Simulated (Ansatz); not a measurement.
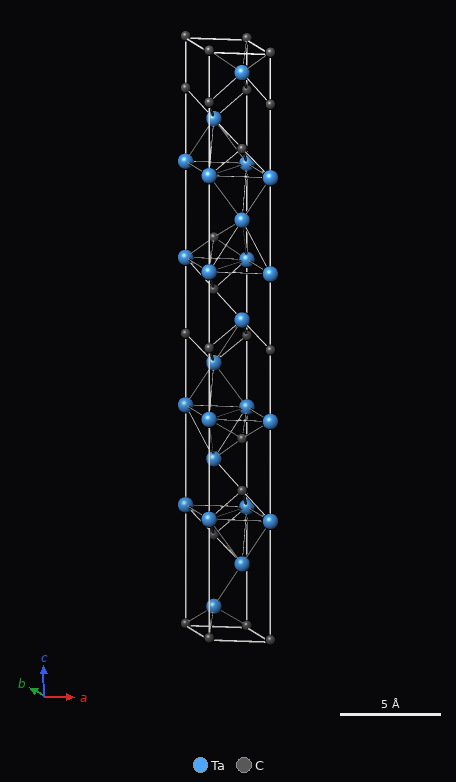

**Figure 1.** The input geometry (ball-and-stick view of the cell 3 times as large as that of the calculation, set on its symmetry axes, seen slightly off an axis). An atom can appear more than once, as a periodic image.

**Ta4C3: band-structure calculation**

The run: band-structure calculation of Ta4C3 (R3m, 7 atoms in the cell). Method and program: DFT PBEsol, scalar-relativistic, plane waves, PAW, no spin polarisation (Ansatz 0.2.0).

The structure derives from a Materials Project entry.

### What the program printed
```
basis.fft_grid_basis auto: the FFT boxes are laid along the combinations [[1, -1, 0], [0, 1, 0], [0, -1, 1]] of the cell's own vectors, 3.103, 10.321 and 3.103 Å long. The dense box has 24×72×24 points. Along the cell's own vectors, as sized, it would have 72×72×72, 9.00 times as many. Of the 6 symmetry operations that the crystal satisfies within crystal.symmetry.tolerance (time reversal apart; of a slab, those that keep its plane) the dense box along the cell's own vectors carries 6, and the one as laid loses 4 of those. basis.fft_grid_basis: typed keeps the cell's own vectors: state it where this run's energies or levels are differenced outside the engine with another run's, or held beside a run that keeps those vectors. Those combinations have planes normal to reciprocal vector 3, as the cell's own vectors have. Each planar average written beside output.write_density, output.write_potential has a row for each plane of the box: 24. The volumetric files lie along those combinations, not along the cell's own vectors: a cube or XSF file states them, and fields.json those of NumPy files.
scf.n_extra_bands = 17 over 32 filled bands (N_el = 64.0): the run solves 49 bands
Engine: ansatz 0.2.0, aarch64-unknown-linux-gnu
Pseudopotentials: kind: paw
Pseudopotential: Ta, paw, valence charge 13, recommended cutoff 420 eV (normal), Ta.paw.azcp
Pseudopotential: C, paw, valence charge 4, recommended cutoff 420 eV (normal), C.paw.azcp
Functional definition: PBEsol
  exchange = pbesol_x
  correlation = pbesol_c
Crystal: 7 atoms, lattice volume = 84.773 Å³
Basis set: ecut = 420 eV, 1641 PW (Γ), FFT grids on a1−a2, a2, −a2+a3, exchange–correlation on 48×144×48 points (8 copies of the dense FFT grid, shifted against one another)
Bands: 49, of which v1, the nominal top of the filled ones, is band 32 counted from 1 (31 counted from 0)
Symmetry: 6 space group operations
Space group: R3m (ITA 160), of the structure as read, at distance tolerance 4.4e-5 Å
k-points: 189 of 1728 (time reversal used)
Non-local potential: Ta, projectors of the file, l = 0: 3, l = 1: 2, l = 2: 2, l = 3: 1
Non-local potential: C, projectors of the file, l = 0: 2, l = 1: 2, l = 2: 1
PAW form: soft (Blöchl's): semilocal exchange-correlation on the pseudo side does not see the compensation charge
PAW frozen core: Ta, regenerated for the run's functional, and the local potential with it (the file was generated under x = pbe(κ = 0.804, μ = 0.2195149727645171), c = pbe(β = 0.06672455060314922))
PAW frozen core: C, regenerated for the run's functional, and the local potential with it (the file was generated under x = pbe(κ = 0.804, μ = 0.2195149727645171), c = pbe(β = 0.06672455060314922))
PAW one-centre angular grid: Ta, 590 points (default); XC on 64 Gauss nodes
PAW one-centre angular grid: C, 110 points (default); XC on 64 Gauss nodes
Initial density: superposition of atomic densities (neutral atoms: chi_scale 0, normalization atom), corrected by the library's trained network
Initial wavefunctions: pseudopotential atomic-orbital guess
Functional: x = pbesol(κ = 0.804, μ = 0.12345679012345678), c = pbesol(β = 0.046)
SCF iter   1: F=—  HF=-39970.624433 eV  |F-HF|=—  |Δ(HF+E_count)|=         —  Δρ=1.24e-2  dr2=1.05e0  ethr=1.77e-3  ⟨swp⟩=5.3  Hψ=36756  notcnv=0  defer=275
preconditioner: auto → Kerker (q_TF=auto, 2.603 Å⁻¹)  [metal: Δε(μ)=0.022 eV  Ē_g=9.790 eV  σ=0.100 eV  W_gap=0.12  n_scr=32 (ndim 8)  ℏωp=22.8 eV  f_vac=0.000  D(μ)=1.81/eV (n_scr^D=6)]
SCF iter   2: F=—  HF=-39970.580962 eV  |F-HF|=—  |Δ(HF+E_count)|=   4.35e-2  Δρ=7.50e-3  dr2=4.78e-1  ethr=1.64e-3  ⟨swp⟩=1.0  Hψ=10773  notcnv=0  defer=324
SCF iter   3: F=—  HF=-39970.547633 eV  |F-HF|=—  |Δ(HF+E_count)|=   3.33e-2  Δρ=1.32e-3  dr2=7.34e-3  ethr=7.47e-4  ⟨swp⟩=1.8  Hψ=7941  notcnv=0  defer=579
SCF iter   4: F=—  HF=-39970.546571 eV  |F-HF|=—  |Δ(HF+E_count)|=   1.06e-3  Δρ=2.99e-4  dr2=1.76e-4  ethr=1.15e-5  ⟨swp⟩=2.0  Hψ=9390  notcnv=0  defer=625
SCF iter   5: F=—  HF=-39970.546545 eV  |F-HF|=—  |Δ(HF+E_count)|=   2.56e-5  Δρ=8.53e-5  dr2=1.10e-5  ethr=2.74e-7  ⟨swp⟩=2.0  Hψ=10379  notcnv=0  defer=625
SCF iter   6: F=—  HF=-39970.546549 eV  |F-HF|=—  |Δ(HF+E_count)|=   4.09e-6  Δρ=1.69e-5  dr2=4.49e-7  ethr=1.73e-8  ⟨swp⟩=2.5  Hψ=13041  notcnv=0  defer=1455
SCF iter   7: F=-39970.546549 eV  HF=-39970.546549 eV  |F-HF|=3.22e-8  |Δ(HF+E_count)|=   7.72e-8  Δρ=3.14e-6  dr2=3.71e-8  ethr=1.56e-10  ⟨swp⟩=14.2  Hψ=62364  notcnv=0
SCF 1 converged in 7 iterations: F = -39970.546549 eV  dr2 = 3.71e-8
  greatest PAW one-centre occupation: 1.000 electrons in one spin orbital (limit 2), on the Ta atom at site 0 (counted from 0), in its partial waves of l = 0
```

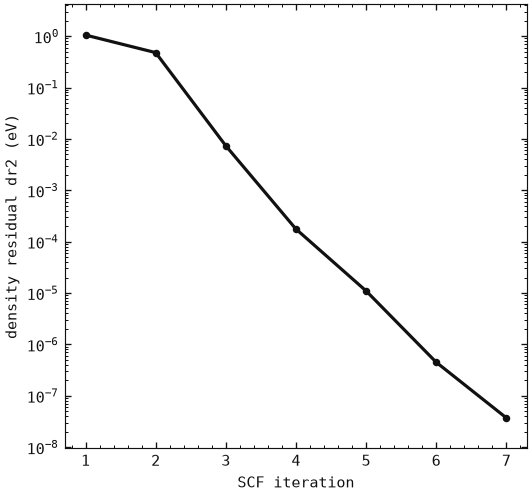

**Figure 2.** Convergence of the self-consistent field: density residual dr2 against the SCF iteration. The residual falls at every step.

```
NSCF: frozen V_eff on 101 k-points
NSCF: frozen V_eff on 580 k-points
SCF converged after 7 iterations
Free energy (F): -39970.546549 eV
Harris-Foulkes:  -39970.546549 eV  (|F-HF|=3.22e-8)
Internal energy: -39970.538149 eV  (E = F + TS)
E sigma→0 (E₀):  -39970.542349 eV
Entropy (-TS):   -0.008400 eV (-1.200 meV/atom)
Fermi energy:    19.203040 eV
--- Per-component energies (eV) ---
  E_band       = -316.997620
  E_kinetic    = 1738.180021
  E_local      = -2351.871410  (includes V_loc(G=0)·N_el)
  E_nonlocal   = 148.777366
  E_hartree    = 815.343307
  E_xc         = -1016.441726
  E_vxc        = -1000.225304  (∫ρ·V_xc dr)
  E_paw        = -33376.734777  (= ΣΔE_a)
  E_vpaw       = -482.547325  (= ΣTr[D̂ρ^β])
  E_aug_tail   = 0.000596  (compensation charges beyond the density's cutoff)
  E_ewald      = -5928.709412
  E_core_change = 0.917887  (= ΣΔE_core)
  E_smearing   = -0.008400  (= −TS)
  E_closure    = -0.000000  (closes the sum)
  Σ components = -39970.546549   (vs F -39970.546549, Δ=0.00e0)
--- Forces (eV/Å), atoms counted from 1 ---
  atom   1  Ta     0.00000000    -0.00000000    -0.00006838
  atom   2  Ta     0.00000000     0.00000000     0.00173635
  atom   3  Ta     0.00000000     0.00000000     0.00061512
  atom   4  Ta     0.00000000     0.00000000     0.00441610
  atom   5  C      0.00000000    -0.00000000    -0.00370629
  atom   6  C      0.00000000    -0.00000000    -0.00181977
  atom   7  C      0.00000000    -0.00000000    -0.00114166
  max |Σ_I F_I| component: 3.15e-5 eV/Å
--- Stress (GPa, compression-positive) ---
       -0.036222       0.000000       0.000000
        0.000000      -0.036222      -0.000000
        0.000000      -0.000000      -0.038902
  P = ⅓ Tr σ = -0.0371 GPa (-0.371 kbar)
--- Band table (eV; the first three rows and the last of 189) ---
  k-point 0: bands = ["-49.2223", "-48.9874", "-48.7654", "-48.3978", "-16.0526", "-15.7113", "-15.5324", "-15.5324", "-15.3198", "-15.2931", "-15.2931", "-15.0657", "-15.0657", "-14.8455", "-14.7111", "-14.7111", "5.0418", "6.3198", "7.8364", "11.1945", "12.7725", "14.6038", "14.6038", "15.2256", "15.2256", "15.7404", "16.7125", "16.7125", "16.7744", "18.4590", "18.7340", "18.7340", "19.9372", "19.9372", "20.4973", "20.5032", "20.5032", "21.0644", "21.0644", "21.7945", "21.7945", "22.2291", "22.5948", "24.0121", "24.0121", "24.0750", "26.0300", "26.0300", "26.0673"]
  k-point 1: bands = ["-49.2197", "-48.9848", "-48.7630", "-48.3954", "-16.0381", "-15.7101", "-15.5775", "-15.5428", "-15.3562", "-15.3034", "-15.2923", "-15.1070", "-15.0748", "-14.8445", "-14.7492", "-14.7202", "5.2057", "6.4229", "7.8738", "11.3837", "12.7780", "14.4342", "14.6889", "14.9666", "15.2652", "15.7612", "16.3031", "16.6162", "16.7900", "18.3287", "18.6541", "18.8991", "19.2506", "19.8213", "20.0668", "20.6541", "20.9369", "21.0862", "21.2949", "22.1685", "22.2289", "22.6433", "22.9362", "23.7602", "24.0333", "24.6768", "25.7726", "26.0610", "26.4034"]
  k-point 2: bands = ["-49.2126", "-48.9777", "-48.7562", "-48.3887", "-15.9986", "-15.7378", "-15.6677", "-15.5711", "-15.4653", "-15.3314", "-15.2862", "-15.2088", "-15.0993", "-14.8720", "-14.8237", "-14.7448", "5.6651", "6.6952", "7.9333", "11.8897", "12.8559", "13.9841", "14.4877", "14.8769", "15.3229", "15.3728", "15.8675", "16.4133", "16.6672", "17.5976", "18.4243", "18.9443", "19.3727", "19.7468", "20.0220", "20.5352", "20.9578", "21.7338", "22.0953", "22.4455", "22.5939", "23.1116", "23.6173", "24.0794", "24.2308", "25.5982", "26.1291", "26.1560", "26.6539"]
  k-point 188: bands = ["-49.2223", "-48.9874", "-48.7654", "-48.3978", "-16.0333", "-15.7600", "-15.5324", "-15.5324", "-15.2931", "-15.2931", "-15.2738", "-15.0657", "-15.0657", "-14.8622", "-14.7111", "-14.7111", "5.1295", "6.0896", "8.0831", "10.9152", "13.0634", "14.6179", "14.6179", "15.1802", "15.1802", "15.3542", "16.8070", "16.8070", "17.6113", "17.7815", "18.7149", "18.7149", "19.8090", "19.8090", "20.1392", "20.1392", "20.6326", "21.4454", "21.4454", "22.1526", "22.1933", "22.1933", "22.6595", "23.6633", "23.6633", "24.2415", "25.3934", "25.9589", "25.9589"]
--- Löwdin populations: 7 sites ---
  site symbol       q [e]
     0     Ta     12.2617
     1     Ta     12.4723
     2     Ta     12.5711
     3     Ta     12.1713
     4      C      4.7239
     5      C      4.7232
     6      C      4.7675
  spilling = 0.004829 (of n_electrons = 64.000000)
--- Bader charges: 7 sites ---
  site symbol  charge [e]  shift [e]
     0     Ta      1.6883     0.0040
     1     Ta      1.0508     0.0011
     2     Ta      0.8879     0.0015
     3     Ta      1.8944     0.0032
     4      C     -1.8754     0.0030
     5      C     -1.8493     0.0032
     6      C     -1.7966     0.0037
  estimated error of the sums over rays = 6.1e-4 e
```

### File bader_charges.tsv
```
# site	symbol	x_ang	y_ang	z_ang	partial_charge_e	electrons	volume_ang3	relative_density_drop	shared_charge_e	partial_wave_shift_e
# quadrature_error_electrons = 6.1e-4
0	Ta	0.0000	0.0000	11.3854	1.68834	71.31166	11.57	-	1.68834	0.00402
1	Ta	0.0000	0.0000	19.0420	1.05077	71.94923	14.93	-	1.05077	0.00115
2	Ta	0.0000	0.0000	6.3920	0.88787	72.11213	15.56	-	0.88787	0.00152
3	Ta	0.0000	0.0000	24.2240	1.89436	71.10564	10.72	-	1.89436	0.00320
4	C	0.0000	0.0000	15.3259	-1.87537	7.87537	10.54	-	-1.87537	0.00298
5	C	0.0000	0.0000	30.3721	-1.84933	7.84933	10.52	-	-1.84933	0.00319
6	C	0.0000	0.0000	2.5779	-1.79664	7.79664	10.93	-	-1.79664	0.00371
```

### File populations.tsv
```
# site	symbol	l	j	q
# orbitals = lowdin
# n_electrons = 64.000000
# spilling = 0.004829
0	Ta	0_5S	-	1.944616
0	Ta	0_6S	-	0.499461
0	Ta	1_5P	-	5.983503
0	Ta	2_5D	-	3.834087
1	Ta	0_5S	-	1.947908
1	Ta	0_6S	-	0.699948
1	Ta	1_5P	-	5.980401
1	Ta	2_5D	-	3.844053
2	Ta	0_5S	-	1.950674
2	Ta	0_6S	-	0.687772
2	Ta	1_5P	-	5.982510
2	Ta	2_5D	-	3.950136
3	Ta	0_5S	-	1.939322
3	Ta	0_6S	-	0.502853
3	Ta	1_5P	-	5.983644
3	Ta	2_5D	-	3.745523
4	C	0_2S	-	1.256548
4	C	1_2P	-	3.467379
5	C	0_2S	-	1.261418
5	C	1_2P	-	3.461741
6	C	0_2S	-	1.260409
6	C	1_2P	-	3.507059
```

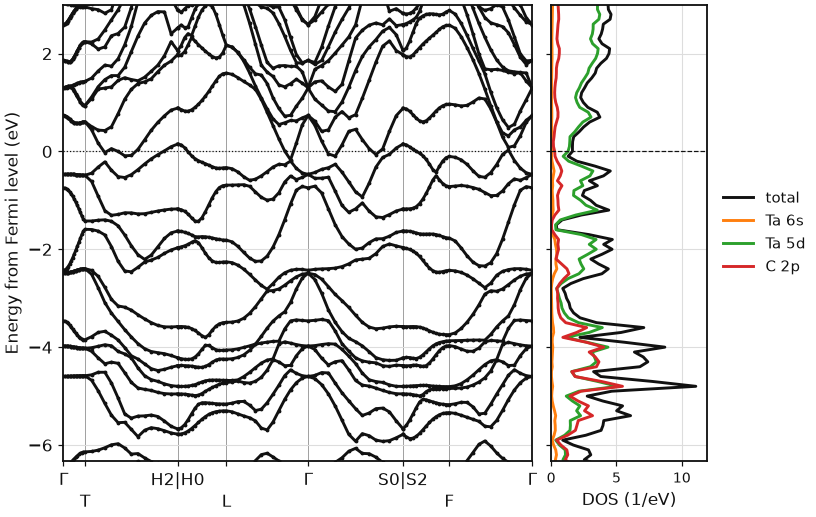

**Figure 3.** Band structure along Γ–T–H2|H0–L–Γ–S0|S2–F–Γ and density of states (projected on Löwdin-orthogonalised atomic shells), with energies from the Fermi level. Bands cross the Fermi level: a metal at this level of theory.

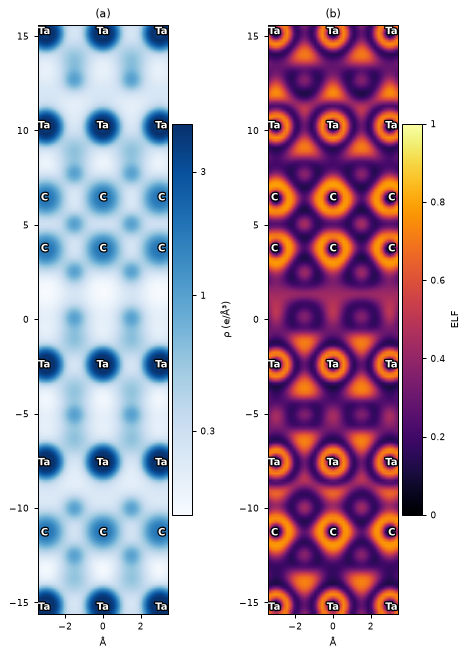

**Figure 4.** (a) valence pseudo-density; (b) ELF on the (010) plane of the conventional cell. Away from the nuclei the density in this plane falls to 0.14 e/Å³ at its lowest.  The strong features right at Ta lie inside the PAW spheres (semicore, d or f shells) and say nothing about bonding. In a PAW calculation such maps are meaningful between the atoms, not at the nuclei.

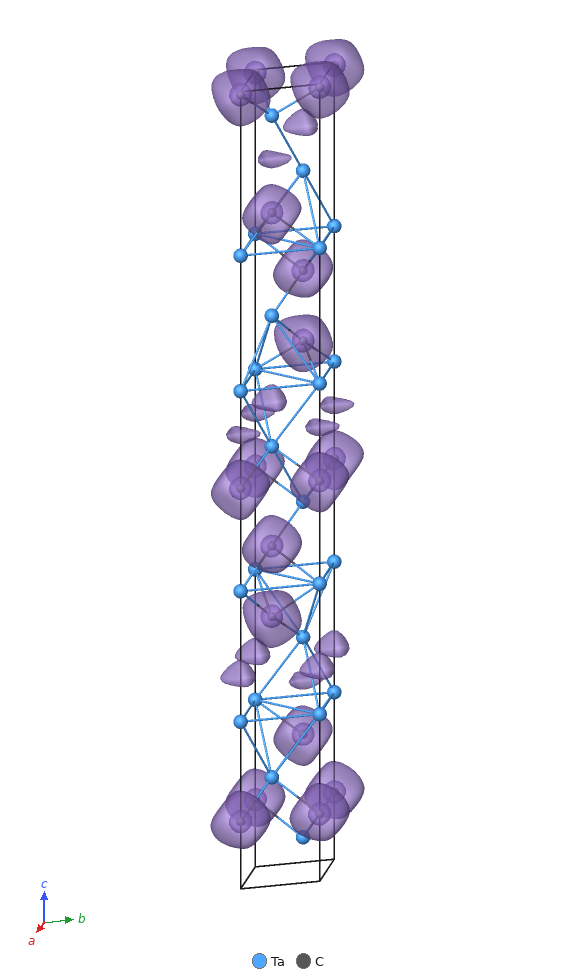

**Figure 5.** Isosurface of the electron localisation function at 0.55 (purple), seen slightly off an axis. Only the valence region is drawn (cores and ρ < 0.01 e/Å³ removed). Sticks mark near contacts. The outline is the cell set on symmetry axes. Profiles from the grid: Ta–C (2.14 Å): the ELF is about 0.30 at the midpoint; no shared pair; the contact is polar. Ta–Ta (3.06 Å): the ELF is about 0.40 at the midpoint; no shared electron pair.

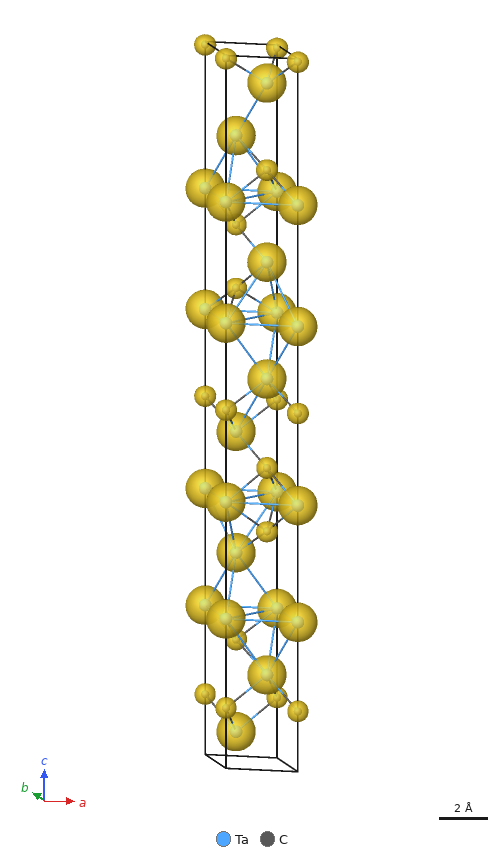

**Figure 6.** Isosurface of the valence electron density at 1.5 e/Å³ (yellow), seen slightly off an axis. Sticks mark near contacts. The outline is the cell set on symmetry axes. At this value the density breaks into separate islands; it holds about 45 % of the electrons treated as valence (semicore included). It is pinched off along the Ta–C (2.14 Å), Ta–Ta (3.06 Å), Ta–C (2.19 Å) and Ta–C (2.24 Å) contacts. On the grid the lowest density along these lines, outside the cores, is 0.68 e/Å³ (Ta–C, 2.14 Å), 0.26 e/Å³ (Ta–Ta, 3.06 Å), 0.59 e/Å³ (Ta–C, 2.19 Å) and 0.56 e/Å³ (Ta–C, 2.24 Å).

This output came from the following input.

### Input file
```yaml
crystal:
  lattice:
    - [1.5516367262, 0.8958378816, 10.1645110074]
    - [-1.5516367262, 0.8958378816, 10.1645110074]
    - [0.0, -1.7916757631, 10.1645110074]
  atoms:
    - { symbol: Ta, position: [0.3733722056, 0.3733722056, 0.3733722056] }
    - { symbol: Ta, position: [0.6244616006, 0.6244616006, 0.6244616006] }
    - { symbol: Ta, position: [0.2096180976, 0.2096180976, 0.2096180976] }
    - { symbol: Ta, position: [0.794397437, 0.794397437, 0.794397437] }
    - { symbol: C, position: [0.5025935052, 0.5025935052, 0.5025935052] }
    - { symbol: C, position: [0.9960170751, 0.9960170751, 0.9960170751] }
    - { symbol: C, position: [0.0845400888, 0.0845400888, 0.0845400888] }
basis:
  ecutwfc: 420
kpoints:
  mp_grid: { grid: [12, 12, 12] }
  band_path:
    path:
      - [[0.0, 0.0, 0.0], [-0.5, -0.5, -0.5], [-0.5, -0.17184505, -0.82815495]]
      - [[-0.17184505, 0.17184505, -0.5], [0.0, 0.0, -0.5], [0.0, 0.0, 0.0], [0.0, 0.33592253, -0.33592253]]
      - [[-0.33592253, 0.0, -0.66407747], [-0.5, 0.0, -0.5], [0.0, 0.0, 0.0]]
    npoints: 14
hamiltonian:
  xc: pbesol
scf:
  occupations: { method: gaussian, width: 0.1 }
  n_extra_bands: 17
output:
  forces: true
  stress: true
  eigenvalues: true
  populations: true
  dos: { projected: true, de: 0.02, nscf_kmesh: { grid: [18, 18, 18] } }
  bader: true
  write_density: true
  write_potential: true
  elf: true
  volumetric_format: npy
```

Command:
```bash
ansatz run input.yaml --threads 2 --pin off --max-ram 5120MiB --backend cpu --events-out ev --progress --plain --runs-dir out
```

### Results in brief

| quantity | value |
| --- | --- |
| outcome | converged |
| space group (tolerance 0.01 Å) | R3m (160) |
| electrons treated | 64 |
| free energy | −39970.5465 eV |
| Fermi energy | 19.203 eV |
| gap on the k-point mesh | none (metallic) |
| pressure | −0.04 GPa |
| largest force (length of the vector) | 0.004 eV/Å |
| hardware | 2 threads of Arm Neoverse V2, 24 GiB of memory available, shared host |
| wall time | 3.2 min (CPU time 6.4 min) |
| peak memory | 1.4 GiB |

Spin–orbit coupling is left out, which matters for Ta.
